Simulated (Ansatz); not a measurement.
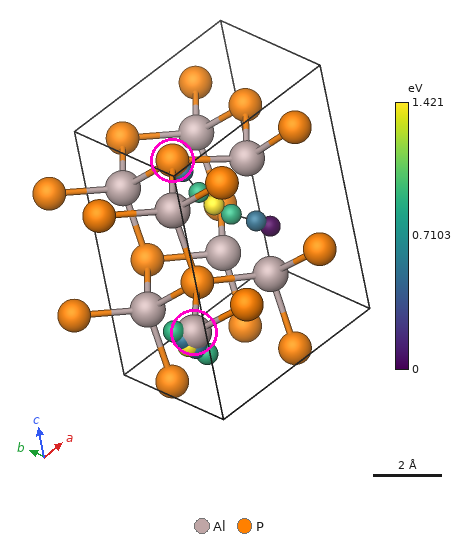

A nudged-elastic-band calculation for a defect cell of composition Al$_{8}$P$_{7}$ with a P vacancy (15 atoms in the cell). Images are numbered from 0 (start) to 6 (end). The start is drawn whole; smaller spheres mark the moving atoms (P, Al) in the later images, joined by lines and coloured by the energy of the image relative to the start. Style: ball-and-stick. Shown: the reduced simulation cell (origin moved), slightly off an axis. The atoms that move most are ringed. Lengths and directions refer to the drawn axes. Bonds to atoms that aren't drawn are left out.

All numbers below come from DFT, PAW plane waves, PBE (Ansatz). Settings: plane-wave cutoff 420 eV; k-point mesh 2 × 2 × 2; Gaussian smearing 0.1 eV; 5 movable images; climbing image; force threshold 0.1 eV/Å; iteration limit 40.

Q: What moves, how far, and at what cost in energy?

A: A P atom travels furthest, 3.84 Å from end to end, along [1 0 −1], on a path that bends up to 0.41 Å away from the straight line. At the highest image its nearest neighbour (Al) is 2.32 Å away, against 2.35 Å at the start, and the surrounding atoms stand up to 0.63 Å off the mean of their end positions. The barrier is about 1.42 eV in both directions, with image 3 at the top; the ends have the same energy. The band converged in 9 iterations. The largest component of the band force went from 81 to 0.059 eV/Å. The climbing image converged on the top of the path. Its curvatures weren't checked. The force threshold of 0.1 eV/Å is loose, so the barrier is approximate.

Limits of the set-up: the k-point mesh is coarse for a cell with partly filled bands; the periodic images lie only 7.7 Å apart, so the values are limited by the cell's size.
